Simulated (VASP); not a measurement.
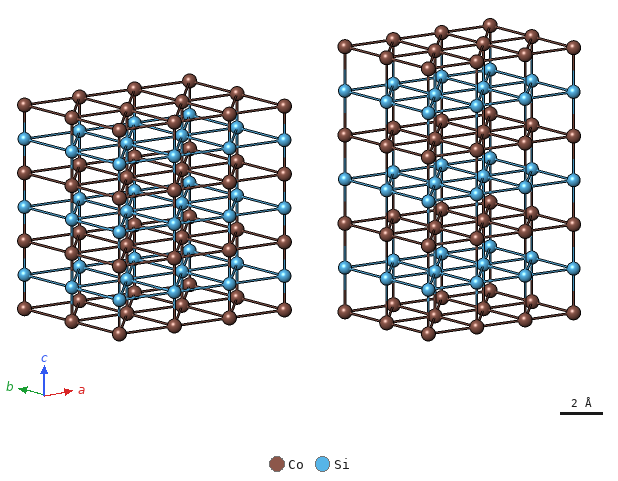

Two geometries of a crystal of CoSi (a generated structure, set up in P6/mmm), drawn at one scale. One is the start of a relaxation, the other its converged end. Style: ball-and-stick. Shown: the cell of the calculation, repeated 3 × 2 × 3 with one cell outlined, from a free direction.

These are results of Kohn-Sham DFT of a periodic cell, PBE, VASP PAW PBE potentials, recommended in VASP 6.6.1, not measurements. Settings: plane-wave cutoff 520 eV; k-point mesh 8 × 8 × 6; occupations gaussian; smearing width 0.15 eV; collinear spin.

Which geometry has the lower energy?

The right one is the relaxed one. The run lets cell and atoms move. No atom moves by more than 0.005 Å relative to the cell. Cell: a = b 2.885 → 2.538 Å (−12.0 %), c 3.506 → 4.563 Å (+30.1 %). Volume +0.7 %. Among the contacts that change: Co–Si 1.753 → 2.281 Å, Co–Co 2.885 → 2.538 Å, Si–Si 2.885 → 2.538 Å. The space group stays P6/mmm (No. 191). The energy falls by 1929 meV per atom in 19 geometry steps. All forces vanish by symmetry, so only the cell relaxes. Pressure: 73.71 GPa at the start and −0.85 GPa at the end.
